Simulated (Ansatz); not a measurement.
# Geometry relaxation, with input and output: Ta2N (part 2 of 2)

The same run, continued: Ta2N (P-31m, 9 atoms in the cell); DFT LDA, scalar-relativistic, plane waves, PAW (Ansatz 0.2.0); cutoff 420 eV, 12×12×8 k-mesh, Fermi–Dirac smearing of 0.15 eV. The structure derives from a Materials Project entry. The run did not end well. It belongs to a series of runs on one base structure; here: elastic constants, atoms relaxed.

Geometry of the input (Å; fractional positions):
```
5.2290  0.0000  0.0000
-2.6145  4.5284  0.0000
0.0000  0.0000  4.8860
Ta 0.6670  0.6670  0.7526
Ta -0.0000  0.3330  0.7526
Ta 0.3330  0.0000  0.7526
Ta 0.3330  0.3330  0.2474
Ta 0.0000  0.6670  0.2474
Ta 0.6670  0.0000  0.2474
N  0.6667  0.3333  0.5000
N  0.3333  0.6667  0.5000
N  0.0000  0.0000  0.0000
```

## What the program printed, continued
```
SCF iter   1: F=—  HF=-59227.268684 eV  |F-HF|=—  |Δ(HF+E_count)|=         —  Δρ=8.32e-3  dr2=5.87e-2  ethr=6.31e-5  ⟨swp⟩=1.0  Hψ=96578  notcnv=0
preconditioner: auto → Kerker (q_TF=auto, 2.633 Å⁻¹)  [metal: Δε(μ)=0.008 eV  Ē_g=8.911 eV  σ=0.150 eV  W_gap=0.01  n_scr=28 (ndim 8)  ℏωp=23.2 eV  f_vac=0.000  D(μ)=3.21/eV (n_scr^D=20)]
SCF iter   2: F=—  HF=-59227.248148 eV  |F-HF|=—  |Δ(HF+E_count)|=   2.05e-2  Δρ=4.44e-3  dr2=1.78e-2  ethr=6.31e-5  ⟨swp⟩=1.4  Hψ=23404  notcnv=0
SCF iter   3: F=—  HF=-59227.239503 eV  |F-HF|=—  |Δ(HF+E_count)|=   8.65e-3  Δρ=3.35e-4  dr2=8.78e-5  ethr=1.91e-5  ⟨swp⟩=2.3  Hψ=33505  notcnv=0
SCF iter   4: F=—  HF=-59227.239473 eV  |F-HF|=—  |Δ(HF+E_count)|=   2.96e-5  Δρ=1.17e-4  dr2=1.35e-5  ethr=9.45e-8  ⟨swp⟩=2.0  Hψ=32415  notcnv=0
SCF iter   5: F=—  HF=-59227.239467 eV  |F-HF|=—  |Δ(HF+E_count)|=   5.66e-6  Δρ=3.34e-5  dr2=1.37e-6  ethr=1.45e-8  ⟨swp⟩=2.0  Hψ=26715  notcnv=0
SCF iter   6: F=—  HF=-59227.239467 eV  |F-HF|=—  |Δ(HF+E_count)|=   1.79e-7  Δρ=7.21e-6  dr2=6.66e-8  ethr=1.48e-9  ⟨swp⟩=2.0  Hψ=25699  notcnv=0
SCF iter   7: F=—  HF=-59227.239467 eV  |F-HF|=—  |Δ(HF+E_count)|=   1.55e-8  Δρ=1.89e-6  dr2=6.15e-9  ethr=7.16e-11  ⟨swp⟩=2.1  Hψ=25260  notcnv=0
SCF iter   8: F=—  HF=-59227.239467 eV  |F-HF|=—  |Δ(HF+E_count)|=   1.40e-9  Δρ=5.55e-7  dr2=4.80e-10  ethr=6.61e-12  ⟨swp⟩=2.0  Hψ=26787  notcnv=0
SCF iter   9: F=—  HF=-59227.239467 eV  |F-HF|=—  |Δ(HF+E_count)|=  1.09e-10  Δρ=3.00e-7  dr2=1.07e-10  ethr=5.16e-13 (applied; sched 1.00e-12)  ⟨swp⟩=2.0  Hψ=27142  notcnv=0
SCF iter  10: F=—  HF=-59227.239467 eV  |F-HF|=—  |Δ(HF+E_count)|=  2.91e-11  Δρ=5.32e-8  dr2=2.88e-12  ethr=1.15e-13 (applied; sched 1.00e-12)  ⟨swp⟩=2.0  Hψ=26500  notcnv=0
SCF iter  11: F=—  HF=-59227.239467 eV  |F-HF|=—  |Δ(HF+E_count)|=    0.00e0  Δρ=1.21e-8  dr2=1.43e-13  ethr=3.10e-15 (applied; sched 1.00e-12)  ⟨swp⟩=2.0  Hψ=24069  notcnv=0
SCF iter  12: F=-59227.239467 eV  HF=-59227.239467 eV  |F-HF|=0.00e0  |Δ(HF+E_count)|=  7.28e-12  Δρ=1.36e-9  dr2=2.25e-15  ethr=1.00e-12  ⟨swp⟩=4.0  Hψ=55697  notcnv=0
SCF 5 converged in 12 iterations: F = -59227.239467 eV  dr2 = 2.25e-15
relax step   1: F+E_penalty+E_count = -59227.23946713 eV  Δ(F+E_penalty+E_count) = +0.000e0 eV  max|allowed force component| = 2.431e-2 eV/Å  Δτ_max = 0.0000 Å  (12 SCF iters, accepted)
iter 1 solved again at ethr=1.09e-7 eV; its pass at ethr=3.10e-3 eV (dr2=1.01e-4 eV) is discarded
SCF iter   1: F=—  HF=-59227.239610 eV  |F-HF|=—  |Δ(HF+E_count)|=         —  Δρ=1.94e-4  dr2=9.70e-5  ethr=1.09e-7  ⟨swp⟩=2.0  Hψ=73045  notcnv=0
preconditioner: auto → Kerker (q_TF=auto, 2.633 Å⁻¹)  [metal: Δε(μ)=0.006 eV  Ē_g=8.890 eV  σ=0.150 eV  W_gap=0.01  n_scr=28 (ndim 8)  ℏωp=23.2 eV  f_vac=0.000  D(μ)=3.20/eV (n_scr^D=20)]
SCF iter   2: F=—  HF=-59227.239594 eV  |F-HF|=—  |Δ(HF+E_count)|=   1.66e-5  Δρ=1.16e-4  dr2=3.96e-5  ethr=1.04e-7  ⟨swp⟩=1.0  Hψ=19519  notcnv=0
SCF iter   3: F=—  HF=-59227.239585 eV  |F-HF|=—  |Δ(HF+E_count)|=   8.84e-6  Δρ=3.55e-5  dr2=2.22e-6  ethr=4.26e-8  ⟨swp⟩=2.0  Hψ=25523  notcnv=0
SCF iter   4: F=—  HF=-59227.239583 eV  |F-HF|=—  |Δ(HF+E_count)|=   1.38e-6  Δρ=1.12e-5  dr2=1.09e-7  ethr=2.39e-9  ⟨swp⟩=2.0  Hψ=26711  notcnv=0
SCF iter   5: F=—  HF=-59227.239583 eV  |F-HF|=—  |Δ(HF+E_count)|=   2.84e-8  Δρ=1.70e-6  dr2=2.88e-9  ethr=1.17e-10  ⟨swp⟩=2.5  Hψ=28576  notcnv=0
SCF iter   6: F=—  HF=-59227.239583 eV  |F-HF|=—  |Δ(HF+E_count)|=  5.46e-10  Δρ=6.09e-7  dr2=4.52e-10  ethr=3.09e-12  ⟨swp⟩=2.0  Hψ=27037  notcnv=0
SCF iter   7: F=—  HF=-59227.239583 eV  |F-HF|=—  |Δ(HF+E_count)|=  1.16e-10  Δρ=3.11e-7  dr2=1.19e-10  ethr=4.86e-13 (applied; sched 1.00e-12)  ⟨swp⟩=2.0  Hψ=26736  notcnv=0
SCF iter   8: F=—  HF=-59227.239583 eV  |F-HF|=—  |Δ(HF+E_count)|=  7.28e-12  Δρ=4.74e-8  dr2=2.46e-12  ethr=1.28e-13 (applied; sched 1.00e-12)  ⟨swp⟩=2.0  Hψ=26493  notcnv=0
SCF iter   9: F=—  HF=-59227.239583 eV  |F-HF|=—  |Δ(HF+E_count)|=  2.91e-11  Δρ=1.33e-8  dr2=4.13e-13  ethr=2.64e-15 (applied; sched 1.00e-12)  ⟨swp⟩=2.0  Hψ=26812  notcnv=0  defer=2
SCF iter  10: F=-59227.239583 eV  HF=-59227.239583 eV  |F-HF|=2.91e-11  |Δ(HF+E_count)|=  4.37e-11  Δρ=2.98e-9  dr2=1.66e-14  ethr=1.00e-12  ⟨swp⟩=4.0  Hψ=58349  notcnv=0
SCF 6 converged in 10 iterations: F = -59227.239583 eV  dr2 = 1.66e-14
relax step   2: F+E_penalty+E_count = -59227.23958325 eV  Δ(F+E_penalty+E_count) = -1.161e-4 eV  max|allowed force component| = 1.312e-2 eV/Å  Δτ_max = 0.0014 Å  (10 SCF iters, accepted)
SCF iter   1: F=—  HF=-59227.239598 eV  |F-HF|=—  |Δ(HF+E_count)|=         —  Δρ=6.45e-5  dr2=5.36e-6  ethr=1.53e-7  ⟨swp⟩=9.2  Hψ=55111  notcnv=0
preconditioner: auto → Kerker (q_TF=auto, 2.633 Å⁻¹)  [metal: Δε(μ)=0.007 eV  Ē_g=8.890 eV  σ=0.150 eV  W_gap=0.01  n_scr=28 (ndim 8)  ℏωp=23.2 eV  f_vac=0.000  D(μ)=3.20/eV (n_scr^D=20)]
SCF iter   2: F=—  HF=-59227.239598 eV  |F-HF|=—  |Δ(HF+E_count)|=   1.07e-7  Δρ=3.72e-5  dr2=1.95e-6  ethr=5.76e-9  ⟨swp⟩=1.0  Hψ=22721  notcnv=0
SCF iter   3: F=—  HF=-59227.239597 eV  |F-HF|=—  |Δ(HF+E_count)|=   6.12e-7  Δρ=7.29e-6  dr2=9.36e-8  ethr=2.10e-9  ⟨swp⟩=2.0  Hψ=25596  notcnv=0
SCF iter   4: F=—  HF=-59227.239597 eV  |F-HF|=—  |Δ(HF+E_count)|=   2.26e-8  Δρ=2.78e-6  dr2=5.98e-9  ethr=1.01e-10  ⟨swp⟩=2.0  Hψ=26735  notcnv=0
```

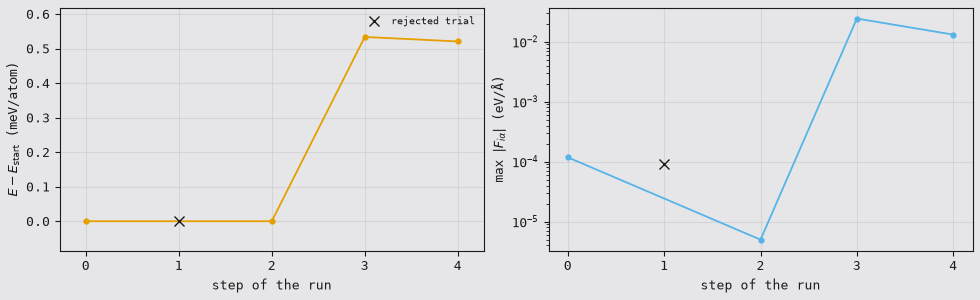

*Progress of the relaxation, step by step (the first geometry is step 0 here and step 1 in the log).*

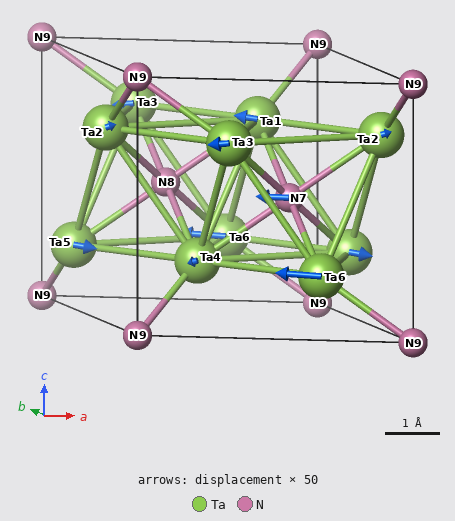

*The starting structure with the displacements as blue arrows, magnified 50 times (ball-and-stick view of the cell of the calculation, seen slightly off an axis).*

The run was cut off at its time limit before the relaxation converged, so the last structure is only a point on the way. The energy rises by 0.5 meV per atom in 4 geometry steps. The largest force component goes from 0.00012 to 0.013 eV/Å. The line search rejected the trial step at point 1 (counted from 0) and went back. The atom that moves furthest is Ta6 (0.018 Å). By element the largest moves are Ta 0.018 Å, N 0.013 Å. The lattice vectors keep their values. Among the contacts that change: Ta5–Ta6 3.016 → 3.039 Å, Ta6–N9 2.120 → 2.135 Å, Ta2–N7 2.136 → 2.151 Å, Ta1–Ta2 3.020 → 3.009 Å. The space group (tolerance 0.01 Å) goes from P-31m (No. 162) to P1 (No. 1). (Atoms are counted from 1 in the order of the input.)

```
Step cancelled. What follows is not a result of the run: it is the report of the last solve that finished, which converged after 10 SCF iterations.
Free energy (F): -59227.239583 eV
Harris-Foulkes:  -59227.239583 eV  (|F-HF|=2.91e-11)
Internal energy: -59226.998655 eV  (E = F + TS)
E sigma→0 (E₀):  -59227.119119 eV
Entropy (-TS):   -0.240928 eV (-26.770 meV/atom)
Fermi energy:    20.392068 eV
--- Per-component energies (eV) ---
  E_band       = -449.270681
  E_kinetic    = 2613.218051
  E_local      = -3532.809150  (includes V_loc(G=0)·N_el)
  E_nonlocal   = 263.869418
  E_hartree    = 1222.397859
  E_xc         = -1488.728691
  E_vxc        = -1464.314258  (∫ρ·V_xc dr)
  E_paw        = -49251.514775  (= ΣΔE_a)
  E_vpaw       = -774.031739  (= ΣTr[D̂ρ^β])
  E_aug_tail   = 0.001279  (compensation charges beyond the density's cutoff)
  E_ewald      = -9055.226196
  E_core_change = 1.793549  (= ΣΔE_core)
  E_smearing   = -0.240928  (= −TS)
  E_closure    = 0.000000  (closes the sum)
  Σ components = -59227.239583   (vs F -59227.239583, Δ=0.00e0)
--- Forces (eV/Å), atoms counted from 1 ---
  atom   1  Ta     0.00190810    -0.00070326     0.00001276
  atom   2  Ta     0.00190810     0.00070326     0.00001276
  atom   3  Ta     0.00147765     0.00000000    -0.00570071
  atom   4  Ta    -0.00190810     0.00070326    -0.00001276
  atom   5  Ta    -0.00190810    -0.00070326    -0.00001276
  atom   6  Ta    -0.00147765     0.00000000     0.00570071
  atom   7  N      0.00000000     0.01312347    -0.00000000
  atom   8  N     -0.00000000    -0.01312347     0.00000000
  atom   9  N     -0.00000000     0.00000000    -0.00000000
  max |Σ_I F_I| component: 6.51e-19 eV/Å
End of that report.
Error: SIGTERM received: cancelled by the caller after 4 completed SCF iterations
```

## Trajectory as extended XYZ (Å, eV, eV/Å), 5 frames, from step=1 to step=2
```
9
Lattice="5.2290 0.0000 0.0000 -2.6145 4.5284 0.0000 0.0000 0.0000 4.8860" Properties=species:S:1:pos:R:3:forces:R:3 step=1 energy=-59227.24427
Ta    1.7439    3.0204    3.6771   -0.0001  -0.0001   0.0000
Ta   -0.8706    1.5080    3.6771   -0.0001   0.0001   0.0000
Ta    1.7412    0.0000    3.6771    0.0001   0.0000   0.0000
Ta    0.8706    1.5080    1.2089    0.0001   0.0001   0.0000
Ta   -1.7439    3.0204    1.2089    0.0001  -0.0001   0.0000
Ta    3.4877    0.0000    1.2089   -0.0001   0.0000   0.0000
N     2.6145    1.5095    2.4430    0.0000   0.0000   0.0000
N     0.0000    3.0189    2.4430    0.0000   0.0000   0.0000
N     0.0000    0.0000    0.0000    0.0000   0.0000   0.0000
9
Lattice="5.2290 0.0000 0.0000 -2.6145 4.5284 0.0000 0.0000 0.0000 4.8860" Properties=species:S:1:pos:R:3:forces:R:3 step=2 energy=-59227.24427 accepted=F
Ta    1.7439    3.0204    3.6771    0.0000   0.0001  -0.0001
Ta   -0.8706    1.5080    3.6771    0.0000  -0.0001  -0.0001
Ta    1.7412    0.0000    3.6771   -0.0001   0.0000  -0.0001
Ta    0.8706    1.5080    1.2089    0.0000  -0.0001   0.0001
Ta   -1.7439    3.0204    1.2089    0.0000   0.0001   0.0001
Ta    3.4877    0.0000    1.2089    0.0001   0.0000   0.0001
N     2.6145    1.5095    2.4430    0.0000   0.0000   0.0000
N     0.0000    3.0189    2.4430    0.0000   0.0000   0.0000
N     0.0000    0.0000    0.0000    0.0000   0.0000   0.0000
9
Lattice="5.2290 0.0000 0.0000 -2.6145 4.5284 0.0000 0.0000 0.0000 4.8860" Properties=species:S:1:pos:R:3:forces:R:3 step=3 energy=-59227.24427
Ta    1.7439    3.0204    3.6771    0.0000   0.0000   0.0000
Ta   -0.8706    1.5080    3.6771    0.0000   0.0000   0.0000
Ta    1.7412    0.0000    3.6771    0.0000   0.0000   0.0000
Ta    0.8706    1.5080    1.2089    0.0000   0.0000   0.0000
Ta   -1.7439    3.0204    1.2089    0.0000   0.0000   0.0000
Ta    3.4877    0.0000    1.2089    0.0000   0.0000   0.0000
N     2.6145    1.5095    2.4430    0.0000   0.0000   0.0000
N     0.0000    3.0189    2.4430    0.0000   0.0000   0.0000
N     0.0000    0.0000    0.0000    0.0000   0.0000   0.0000
9
Lattice="5.2290 0.0000 0.0000 -2.6145 4.5284 0.0000 0.0000 0.0000 4.8860" Properties=species:S:1:pos:R:3:forces:R:3 step=1 energy=-59227.23947
Ta    1.7351    3.0204    3.6771   -0.0001  -0.0057   0.0243
Ta   -0.8663    1.5080    3.6771   -0.0001   0.0057   0.0243
Ta    1.7325    0.0000    3.6771    0.0104   0.0000  -0.0119
Ta    0.8663    1.5080    1.2089    0.0001   0.0057  -0.0243
Ta   -1.7351    3.0204    1.2089    0.0001  -0.0057  -0.0243
Ta    3.4703    0.0000    1.2089   -0.0104   0.0000   0.0119
N     2.6014    1.5095    2.4430    0.0000   0.0188   0.0000
N     0.0000    3.0189    2.4430    0.0000  -0.0188   0.0000
N     0.0000    0.0000    0.0000    0.0000   0.0000   0.0000
9
Lattice="5.2290 0.0000 0.0000 -2.6145 4.5284 0.0000 0.0000 0.0000 4.8860" Properties=species:S:1:pos:R:3:forces:R:3 step=2 energy=-59227.23958
Ta    1.7347    3.0200    3.6784    0.0019  -0.0007   0.0000
Ta   -0.8667    1.5084    3.6784    0.0019   0.0007   0.0000
Ta    1.7328    0.0000    3.6762    0.0015   0.0000  -0.0057
Ta    0.8667    1.5084    1.2076   -0.0019   0.0007   0.0000
Ta   -1.7347    3.0200    1.2076   -0.0019  -0.0007   0.0000
Ta    3.4700    0.0000    1.2098   -0.0015   0.0000   0.0057
N     2.6014    1.5104    2.4430    0.0000   0.0131   0.0000
N     0.0000    3.0180    2.4430    0.0000  -0.0131   0.0000
N     0.0000    0.0000    0.0000    0.0000   0.0000   0.0000
```

## What the run reported

| quantity | value |
| --- | --- |
| outcome | stopped at the time limit |
| space group (tolerance 0.01 Å) | P-31m (162) → P1 (1) |
| final cell | a = 5.229 Å, b = 5.229 Å, c = 4.886 Å, α = 90.00°, β = 90.00°, γ = 120.00° |
| wall time | 4.4 min (CPU time 8.7 min) |
| peak memory | 1.9 GiB |

## What went wrong

The run was cut off by its time limit, so the output is incomplete. Results for this metal are sensitive to the k-point mesh.
